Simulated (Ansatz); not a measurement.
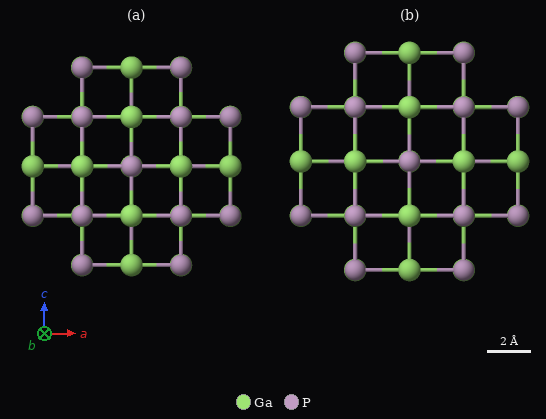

The structure of a crystal of GaP (a generated structure, set up in Fm-3m) before (left) and after (right) a relaxation, at one scale.

Style: ball-and-stick. Shown: the conventional cell (4 times the calculation's cell), along the b axis. Lengths and directions refer to the drawn axes.

Case: cell and atoms relaxed from a first guess.

The calculation used DFT, PBE, PAW with Ansatz's default frozen-core files, scalar-relativistic (Ansatz 0.2.0). (plane-wave cutoff 420 eV; k-point mesh 12 × 12 × 12; occupations fermi dirac; smearing width 0.05 eV; no spin polarisation; cell and atoms relaxed; force threshold 0.005 eV/Å; at most 80 steps)

Summarise the run.

The atoms keep their places relative to the cell (all moves are under 0.005 Å). Cell: a = b = c 4.694 → 5.161 Å (+9.9 %). Volume +32.9 %. Among the contacts that change: Ga–P 2.347 → 2.580 Å. The space group stays Fm-3m (No. 225). After 6 accepted moves (8 points after the start) the energy has fallen by 483 meV per atom. All forces vanish by symmetry, so only the cell relaxes. Pressure: 47.23 GPa at the start and 0.00 GPa at the end. The SCF was repeated twice at an unchanged geometry on a basis and grid sized afresh for the cell, which shifted the energy by 6.0 meV per atom at most. The run took of the order of 14 core-seconds on a shared host.
